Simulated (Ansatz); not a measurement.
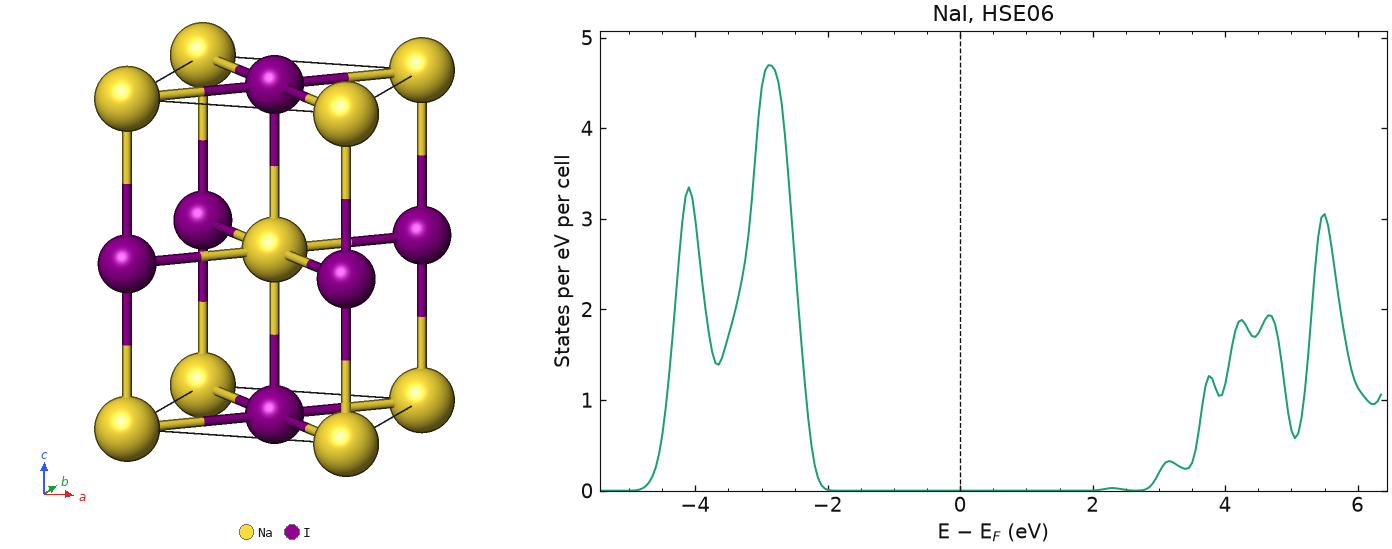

Density of states, beside the structure. Energies are counted from the Fermi level, put mid-gap where there is a gap. The curve is built from the levels of the k mesh with Gaussians 0.3 eV wide, which also blur the band edges.

System: NaI, space group I4/mmm, 2 atoms in the cell, uniaxial (z) strain +2.8%.

Computed with Ansatz: DFT, HSE06, plane waves, PAW, no spin polarisation, 6×6×6 k mesh, 420 eV cutoff.

### Is there a gap at the Fermi level, and how wide?

There is a gap; over the k points computed it is 4.59 eV (direct among those points).

### Where is the tallest peak of the filled states in the window?

Within the window shown, the tallest peak of the filled states lies 0.6 eV under the valence-band top, at about 4.7 states per eV and cell.

### How wide is the upper valence band?

The upper group of valence states starts about 2.3 eV under the valence-band top (which lies at −2.3 eV on this axis), with a gap beneath it; it holds about 6 electrons a cell.

Spin-orbit coupling is left out, which matters for I.
